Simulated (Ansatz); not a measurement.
This input was run:

```
crystal:
  lattice:
    - [8.4734414637, -3.1167999332, 0.0]
    - [8.4734414637, 3.1167999332, 0.0]
    - [0.0, 0.0, 6.2411000935]
  atoms:
    - { symbol: Co, position: [0.4200693756, 0.4200693756, 0.0] }
    - { symbol: Co, position: [0.9200693756, 0.9200693756, 0.5] }
    - { symbol: Co, position: [0.5799306244, 0.5799306244, 0.0] }
    - { symbol: Co, position: [0.0799306244, 0.0799306244, 0.5] }
    - { symbol: Sn, position: [0.836690879, 0.163309121, 0.1629353248] }
    - { symbol: Sn, position: [0.336690879, 0.663309121, 0.3370646752] }
    - { symbol: Sn, position: [0.663309121, 0.336690879, 0.6629353248] }
    - { symbol: Sn, position: [0.163309121, 0.836690879, 0.8370646752] }
    - { symbol: Sn, position: [0.0229521445, 0.6470603321, 0.1895412685] }
    - { symbol: Sn, position: [0.5229521445, 0.1470603321, 0.3104587315] }
    - { symbol: Sn, position: [0.1470603321, 0.5229521445, 0.6895412685] }
    - { symbol: Sn, position: [0.6470603321, 0.0229521445, 0.8104587315] }
    - { symbol: Sn, position: [0.3529396679, 0.9770478555, 0.1895412685] }
    - { symbol: Sn, position: [0.8529396679, 0.4770478555, 0.3104587315] }
    - { symbol: Sn, position: [0.4770478555, 0.8529396679, 0.6895412685] }
    - { symbol: Sn, position: [0.9770478555, 0.3529396679, 0.8104587315] }
basis:
  ecutwfc: 500
kpoints:
  mp_grid: { grid: [6, 6, 6] }
  band_path:
    path:
      - [[0.0, 0.0, 0.0], [0.5, 0.5, 0.0], [0.28382503, 0.71617497, 0.0]]
      - [[-0.28382503, 0.28382503, 0.0], [0.0, 0.0, 0.0], [0.0, 0.0, 0.5], [-0.28382503, 0.28382503, 0.5]]
      - [[0.28382503, 0.71617497, 0.5], [0.5, 0.5, 0.5], [0.5, 0.5, 0.0]]
      - [[0.0, 0.0, 0.0], [0.0, 0.5, 0.0], [0.0, 0.5, 0.5], [0.0, 0.0, 0.5], [0.5, 0.5, 0.5]]
    npoints: 10
hamiltonian:
  xc: r2scan
scf:
  occupations: { method: gaussian, width: 0.1 }
  n_extra_bands: 40
output:
  forces: true
  stress: true
  eigenvalues: true
  populations: true
  dos: { projected: true, de: 0.02, nscf_kmesh: { grid: [9, 9, 9] } }
  bader: false
  write_density: true
  write_potential: true
  elf: true
  volumetric_format: npy
```

Command:
```bash
ansatz run input.yaml --threads 4 --pin off --max-ram 10240MiB --backend cpu --events-out ev --progress --plain --runs-dir out
```

What will the band structure and density of states look like? The path is Γ–Y–F0|Δ0–Γ–Z–B0|G0–T–Y|Γ–S–R–Z–T.

A metal: bands cross the Fermi level along this path. The last band that the electron count would fill rises to 0.09 eV above the Fermi level at Y, leaving holes there, and the next band dips to 0.14 eV below it at Γ, holding electrons: an overlap of 0.23 eV, small enough to call it a semimetal. The density of states at the Fermi level is about 7 per eV and cell (mean within 0.25 eV), or 0.44 per atom. By projected weight, the states within 0.3 eV of the Fermi level are Co 3d (50 %) and Sn 5p (40 %).

The run has no spin polarisation, so a magnetic state may lie lower.

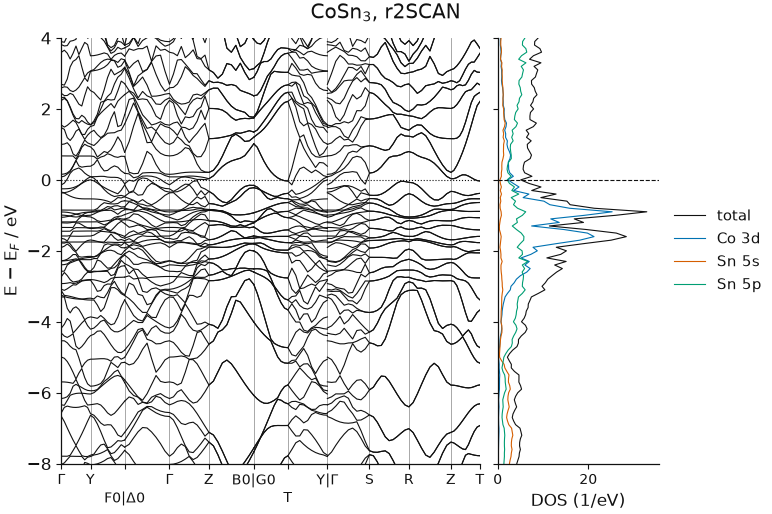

Band structure and density of states. Energies are counted from the Fermi level. The partial curves are projected on Löwdin-orthogonalised atomic shells.
